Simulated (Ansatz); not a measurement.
## Geometry relaxation of SiC (part 1 of 2)

- system: SiC (F-43m, 2 atoms in the cell)
- method: DFT, PBE, plane waves, PAW, no spin polarisation (Ansatz 0.2.0)

The structure derives from a Materials Project entry. Figures and captions count atoms from 1; the log counts them from 0 in places.

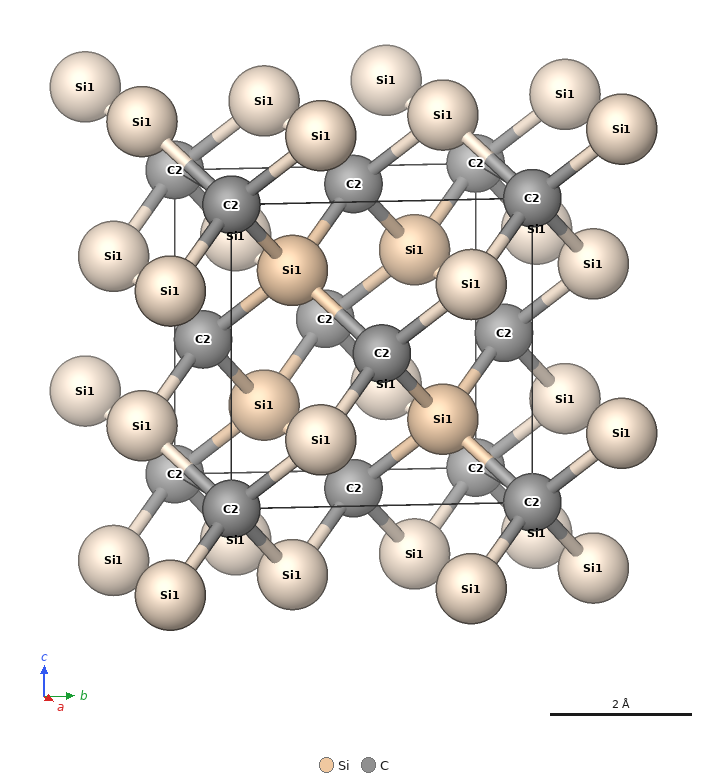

**Figure 1.** The starting structure (ball-and-stick view of the cell 4 times as large as that of the calculation, set on its symmetry axes, seen slightly off an axis; neighbours outside the cell are drawn fainter; atoms are numbered from 1 in the order of the input). Near neighbours in the crystal (not all of them lie inside the picture): Si has 4 C at 1.89 Å; C has 4 Si at 1.89 Å.

Summary:

| quantity | value |
| --- | --- |
| outcome | converged |
| space group (tolerance 0.01 Å) | F-43m (216) |
| electrons treated | 8 |
| free energy | −887.1602 eV |
| Fermi energy | 9.979 eV |
| gap on the k-point mesh | 1.37 eV |
| pressure | 0.00 GPa |
| final volume | 21.00 Å³ |
| largest force (length of the vector) at the end | under 0.001 eV/Å |
| final cell | a = 3.097 Å, b = 3.097 Å, c = 3.097 Å, α = 60.00°, β = 60.00°, γ = 60.00° |
| hardware | 4 threads of AMD EPYC (Zen 3), 189 GiB of memory available, shared host |
| wall time | 13 s (CPU time 17 s) |
| peak memory | 0.33 GiB |

These settings are looser than, or depart from, a standard set-up, so the numbers are not reference values for this system.

Input:
```yaml
crystal:
  lattice:
    - [0.0, 2.17699662, 2.17699662]
    - [2.17699662, 0.0, 2.17699662]
    - [2.17699662, 2.17699662, 0.0]
  atoms:
    - { symbol: Si, position: [0.75, 0.75, 0.75] }
    - { symbol: C, position: [0.0, 0.0, 0.0] }
basis:
  ecutwfc: 420
kpoints:
  mp_grid: { grid: [10, 10, 10] }
hamiltonian:
  xc: pbe
scf:
  occupations: { method: gaussian, width: 0.02 }
output:
  forces: true
  stress: true
  eigenvalues: true
  write_density: true
  write_potential: true
  elf: true
  volumetric_format: npy
relax:
  adjacent_minimum: "off"
  f_tol: 0.005
  max_steps: 80
  cell: { stress_tol: 0.05 }
```

Command:
```bash
ansatz run input.yaml --threads 4 --pin off --max-ram 8192MiB --backend cpu --events-out ev --progress --plain --runs-dir out
```

Log:
```
Engine: ansatz 0.2.0, x86_64-unknown-linux-gnu
Pseudopotentials: kind: paw
Pseudopotential: Si, paw, valence charge 4, recommended cutoff 420 eV (normal), Si.paw.azcp
Pseudopotential: C, paw, valence charge 4, recommended cutoff 420 eV (normal), C.paw.azcp
Functional definition: PBE
  parameter kappa = 0.804
  parameter beta = 0.06672455060314922
  exchange = pbe_x(kappa = kappa, mu = beta*pi^2/3)
  correlation = pbe_c(beta = beta)
Crystal: 2 atoms, lattice volume = 20.635 Å³
Basis set: ecut = 420 eV, 411 PW (Γ), exchange–correlation on 48×48×48 points (8 copies of the dense FFT grid, shifted against one another)
Bands: 8, of which v1, the nominal top of the filled ones, is band 4 counted from 1 (3 counted from 0)
Symmetry: 24 space group operations
Space group: F-43m (ITA 216), of the structure as read, at distance tolerance 2.7e-5 Å
k-points: 47 of 1000 (time reversal used)
Non-local potential: Si, projectors of the file, l = 0: 2, l = 1: 2, l = 2: 2
Non-local potential: C, projectors of the file, l = 0: 2, l = 1: 2, l = 2: 1
PAW form: soft (Blöchl's): semilocal exchange-correlation on the pseudo side does not see the compensation charge
PAW one-centre angular grid: Si, 110 points (default); XC on 64 Gauss nodes
PAW one-centre angular grid: C, 110 points (default); XC on 64 Gauss nodes
Initial density: superposition of atomic densities (neutral atoms: chi_scale 0, normalization atom), corrected by the library's trained network
Initial wavefunctions: pseudopotential atomic-orbital guess
Functional: x = pbe(κ = 0.804, μ = 0.2195149727645171), c = pbe(β = 0.06672455060314922)
SCF iter   1: F=—  HF=-887.155705 eV  |F-HF|=—  |Δ(HF+E_count)|=         —  Δρ=2.24e-3  dr2=1.05e-3  ethr=1.77e-3  ⟨swp⟩=6.1  Hψ=3153  notcnv=0
preconditioner: auto → none  [insulator: Δε(μ)=1.334 eV  Ē_g=14.065 eV  σ=0.020 eV  W_gap=1.00  n_scr=0 (ndim 8)  ℏωp=23.1 eV  f_vac=0.000  D(μ)=0.00/eV (n_scr^D=0)  ε∞_Penn≈3.7]
SCF iter   2: F=—  HF=-887.155696 eV  |F-HF|=—  |Δ(HF+E_count)|=   9.05e-6  Δρ=8.34e-4  dr2=8.91e-5  ethr=1.32e-5  ⟨swp⟩=2.4  Hψ=1068  notcnv=0
SCF iter   3: F=—  HF=-887.155707 eV  |F-HF|=—  |Δ(HF+E_count)|=   1.09e-5  Δρ=3.58e-4  dr2=6.41e-6  ethr=1.11e-6  ⟨swp⟩=2.6  Hψ=558  notcnv=0
SCF iter   4: F=—  HF=-887.155733 eV  |F-HF|=—  |Δ(HF+E_count)|=   2.62e-5  Δρ=4.16e-5  dr2=3.06e-7  ethr=8.01e-8  ⟨swp⟩=2.1  Hψ=550  notcnv=0
iter 5 did not close the SCF: its close was put off for the readings that it lacked (scf_convergence_deferred on its scf_iter line)
SCF iter   5: F=-887.155733 eV  HF=-887.155733 eV  |F-HF|=1.82e-9  |Δ(HF+E_count)|=   1.54e-7  Δρ=2.93e-6  dr2=7.34e-10  ethr=3.82e-9  ⟨swp⟩=2.2  Hψ=550  notcnv=0
SCF iter   6: F=-887.155733 eV  HF=-887.155733 eV  |F-HF|=3.16e-11  |Δ(HF+E_count)|=   2.37e-9  Δρ=3.23e-7  dr2=9.21e-12  ethr=9.17e-12  ⟨swp⟩=4.4  Hψ=1684  notcnv=0
SCF 1 converged in 6 iterations: F = -887.155733 eV  dr2 = 9.21e-12
  greatest PAW one-centre occupation: 0.645 electrons in one spin orbital (limit 2), on the C atom at site 1 (counted from 0), in its partial waves of l = 0
relax step   1: F+E_penalty+E_count = -887.15573332 eV  Δ(F+E_penalty+E_count) = +0.000e0 eV  max|allowed force component| = 4.071e-16 eV/Å  Δτ_max = 0.0000 Å  P = +3.896 GPa  Ω = 20.635 Å³  (6 SCF iters, accepted)
Crystal: 2 atoms, lattice volume = 20.826 Å³
Initial density: handed on by an earlier stage of this run
Initial wavefunctions: those handed on with the density
iter 1 solved again at ethr=1.75e-5 eV; its pass at ethr=3.10e-3 eV (dr2=1.40e-3 eV) is discarded
SCF iter   1: F=—  HF=-887.159204 eV  |F-HF|=—  |Δ(HF+E_count)|=         —  Δρ=2.31e-3  dr2=1.38e-3  ethr=1.75e-5  ⟨swp⟩=1.0  Hψ=3121  notcnv=0
preconditioner: auto → none  [insulator: Δε(μ)=1.337 eV  Ē_g=13.978 eV  σ=0.020 eV  W_gap=1.00  n_scr=0 (ndim 8)  ℏωp=23.0 eV  f_vac=0.000  D(μ)=0.00/eV (n_scr^D=0)  ε∞_Penn≈3.7]
SCF iter   2: F=—  HF=-887.158798 eV  |F-HF|=—  |Δ(HF+E_count)|=   4.06e-4  Δρ=5.88e-4  dr2=6.08e-5  ethr=1.72e-5  ⟨swp⟩=2.4  Hψ=724  notcnv=0
SCF iter   3: F=—  HF=-887.158781 eV  |F-HF|=—  |Δ(HF+E_count)|=   1.68e-5  Δρ=1.75e-4  dr2=5.72e-6  ethr=7.60e-7  ⟨swp⟩=2.5  Hψ=538  notcnv=0
SCF iter   4: F=-887.158781 eV  HF=-887.158781 eV  |F-HF|=4.67e-8  |Δ(HF+E_count)|=   3.36e-7  Δρ=2.21e-5  dr2=6.66e-8  ethr=2.50e-9  ⟨swp⟩=6.0  Hψ=2039  notcnv=0
SCF 2 converged in 4 iterations: F = -887.158781 eV  dr2 = 6.66e-8
  greatest PAW one-centre occupation: 0.644 electrons in one spin orbital (limit 2), on the C atom at site 1 (counted from 0), in its partial waves of l = 0
relax step   2: F+E_penalty+E_count = -887.15878111 eV  Δ(F+E_penalty+E_count) = -3.048e-3 eV  max|allowed force component| = 1.110e-16 eV/Å  Δτ_max = 0.0000 Å  P = +1.805 GPa  Ω = 20.826 Å³  energy of the carried Pulay correction = -3.399e-4 eV  (4 SCF iters, dr2 threshold 2.00e-7 eV, accepted)
Crystal: 2 atoms, lattice volume = 20.994 Å³
iter 1 solved again at ethr=1.33e-5 eV; its pass at ethr=3.10e-3 eV (dr2=1.06e-3 eV) is discarded
SCF iter   1: F=—  HF=-887.159762 eV  |F-HF|=—  |Δ(HF+E_count)|=         —  Δρ=2.00e-3  dr2=1.04e-3  ethr=1.33e-5  ⟨swp⟩=1.0  Hψ=3117  notcnv=0
preconditioner: auto → none  [insulator: Δε(μ)=1.348 eV  Ē_g=13.906 eV  σ=0.020 eV  W_gap=1.00  n_scr=0 (ndim 8)  ℏωp=22.9 eV  f_vac=0.000  D(μ)=0.00/eV (n_scr^D=0)  ε∞_Penn≈3.7]
SCF iter   2: F=—  HF=-887.159459 eV  |F-HF|=—  |Δ(HF+E_count)|=   3.03e-4  Δρ=5.22e-4  dr2=4.84e-5  ethr=1.31e-5  ⟨swp⟩=2.4  Hψ=722  notcnv=0
SCF iter   3: F=—  HF=-887.159447 eV  |F-HF|=—  |Δ(HF+E_count)|=   1.22e-5  Δρ=1.57e-4  dr2=4.64e-6  ethr=6.05e-7  ⟨swp⟩=2.5  Hψ=540  notcnv=0
SCF iter   4: F=-887.159447 eV  HF=-887.159447 eV  |F-HF|=4.25e-8  |Δ(HF+E_count)|=   9.88e-8  Δρ=2.03e-5  dr2=5.63e-8  ethr=2.50e-9  ⟨swp⟩=6.0  Hψ=2022  notcnv=0
SCF 3 converged in 4 iterations: F = -887.159447 eV  dr2 = 5.63e-8
  greatest PAW one-centre occupation: 0.643 electrons in one spin orbital (limit 2), on the C atom at site 1 (counted from 0), in its partial waves of l = 0
relax step   3: F+E_penalty+E_count = -887.15944680 eV  Δ(F+E_penalty+E_count) = -6.657e-4 eV  max|allowed force component| = 1.989e-16 eV/Å  Δτ_max = 0.0000 Å  P = +0.043 GPa  Ω = 20.994 Å³  energy of the carried Pulay correction = -6.361e-4 eV  (4 SCF iters, dr2 threshold 2.00e-7 eV, accepted)
Initial wavefunctions: pseudopotential atomic-orbital guess (no wavefunctions were taken with the density)
iter 1 solved again at ethr=1.05e-7 eV; its pass at ethr=3.10e-3 eV (dr2=8.43e-6 eV) is discarded
SCF iter   1: F=—  HF=-887.160101 eV  |F-HF|=—  |Δ(HF+E_count)|=         —  Δρ=7.57e-5  dr2=2.31e-7  ethr=1.05e-7  ⟨swp⟩=3.0  Hψ=4197  notcnv=0
preconditioner: auto → none  [insulator: Δε(μ)=1.373 eV  Ē_g=13.914 eV  σ=0.020 eV  W_gap=1.00  n_scr=0 (ndim 8)  ℏωp=22.9 eV  f_vac=0.000  D(μ)=0.00/eV (n_scr^D=0)  ε∞_Penn≈3.7]
SCF iter   2: F=—  HF=-887.160103 eV  |F-HF|=—  |Δ(HF+E_count)|=   1.73e-6  Δρ=3.67e-5  dr2=5.50e-8  ethr=2.89e-9  ⟨swp⟩=2.1  Hψ=566  notcnv=0
SCF iter   3: F=—  HF=-887.160103 eV  |F-HF|=—  |Δ(HF+E_count)|=   1.56e-7  Δρ=8.71e-6  dr2=9.83e-9  ethr=6.88e-10  ⟨swp⟩=2.5  Hψ=558  notcnv=0
SCF iter   4: F=—  HF=-887.160103 eV  |F-HF|=—  |Δ(HF+E_count)|=   1.70e-9  Δρ=9.21e-7  dr2=5.42e-11  ethr=1.23e-10  ⟨swp⟩=2.6  Hψ=551  notcnv=0
SCF iter   5: F=-887.160103 eV  HF=-887.160103 eV  |F-HF|=1.02e-12  |Δ(HF+E_count)|=  1.21e-10  Δρ=1.30e-7  dr2=2.58e-12  ethr=1.00e-12  ⟨swp⟩=5.1  Hψ=1325  notcnv=0
SCF 4 converged in 5 iterations: F = -887.160103 eV  dr2 = 2.58e-12
relax step   4: F+E_penalty+E_count = -887.16010294 eV  Δ(F+E_penalty+E_count) = -6.561e-4 eV  max|allowed force component| = 1.758e-16 eV/Å  Δτ_max = 0.0000 Å  P = +0.097 GPa  Ω = 20.994 Å³  stress off target by 9.72e-2 GPa  SCF on the basis re-selected at this cell (its energy is not comparable with the rows above)  (5 SCF iters)
basis re-selected at this cell: Δ(F+E_penalty+E_count) = -6.561e-4 eV, ΔP = +0.055 GPa vs the last step (what re-selecting the basis moved, of the pressure what is left beyond the Pulay correction that the steps carried, after the strain that the cell walked since its last selection, with what the two solves' SCF thresholds leave and, on support functions, any second-order correction that the steps lacked; it is no measure of the basis error at this ecutwfc). This SCF's stress stands 9.72e-2 GPa from its target on what of the cell is left free (relax.cell.stress_tol is 5.00e-2 GPa) and its largest allowed force component is 1.76e-16 eV/Å (relax.f_tol is 5.00e-3 eV/Å): not within both, so this SCF does not close the relaxation
Crystal: 2 atoms, lattice volume = 21.003 Å³
iter 1 solved again at ethr=4.01e-8 eV; its pass at ethr=3.10e-3 eV (dr2=3.21e-6 eV) is discarded
```
